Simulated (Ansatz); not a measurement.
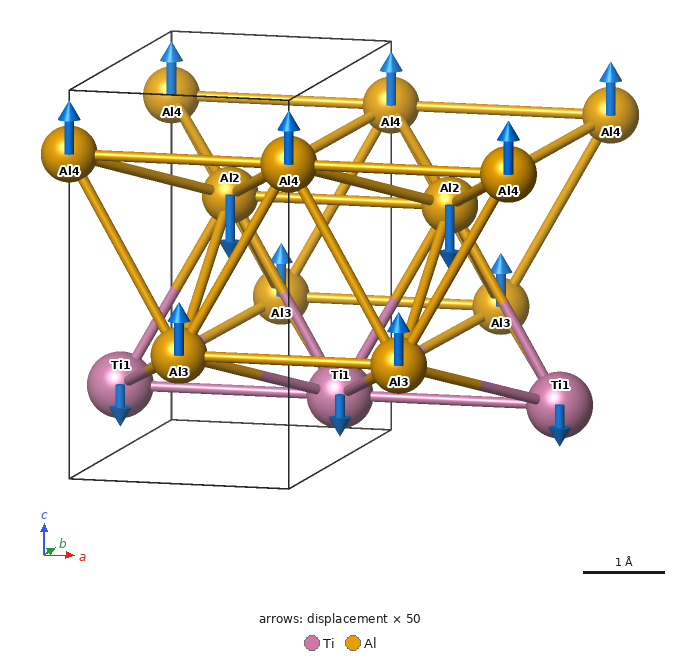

This is a relaxation of solid TiAl3 (set up in Pmm2). The starting structure is drawn; blue arrows show the displacements (the part carried along by the change of the cell is left out), 50 times their true length.

A ball-and-stick model of the cell of the calculation, repeated 2 × 1 × 1 with one cell outlined, seen slightly off an axis.

These are results of DFT r2SCAN, scalar-relativistic, plane waves, PAW (Ansatz), not measurements.

Input file:
```yaml
crystal:
  lattice:
    - [2.839677, 0.0, 0.0]
    - [0.0, 4.681264, 0.0]
    - [0.0, 0.0, 4.900742]
  atoms:
    - { symbol: Ti, position: [0.0, 0.5, 0.165916] }
    - { symbol: Al, position: [0.5, 0.5, 0.667271] }
    - { symbol: Al, position: [0.5, 0.0, 0.330912] }
    - { symbol: Al, position: [0.0, 0.0, 0.8359] }
basis:
  ecutwfc: 500
kpoints:
  mp_grid: { grid: [14, 10, 10] }
hamiltonian:
  xc: r2scan
scf:
  occupations: { method: gaussian, width: 0.1 }
output:
  forces: true
  stress: true
  eigenvalues: true
relax:
  adjacent_minimum: "off"
  f_tol: 0.005
  max_steps: 80
  cell: { stress_tol: 0.05 }
```

Launched with:
```bash
ansatz run input.yaml --threads 1 --pin off --max-ram 2560MiB --backend cpu --events-out ev --progress --plain --runs-dir out
```

### What did the optimiser do to the structure, and how much energy did it gain?

The atom that moves furthest relative to the cell is Al2 (0.017 Å along −c). Largest moves by element: Al 0.017 Å, Ti 0.011 Å. The volume changes by −2.0 %, with a 2.840 → 2.785 Å (−1.9 %), b 4.681 → 4.675 Å (−0.1 %), c 4.901 → 4.902 Å (0.0 %). Near-neighbour distances that change, for instance: Al2–Al2 2.840 → 2.785 Å, Ti1–Ti1 2.840 → 2.785 Å, Al2–Al3 2.863 → 2.843 Å, Ti1–Al2 2.838 → 2.820 Å. The space group stays Pmm2 (No. 25). After 3 accepted moves (4 points after the start) the energy has fallen by 4.0 meV per atom. Largest force component: 0.04 eV/Å at the start, 0.0039 eV/Å at the end. Pressure: −2.17 GPa at the start and −0.01 GPa at the end. At 1 point the geometry stayed and the basis and grid were re-selected for the new cell (energy shift of 0.1 meV per atom at most each time).
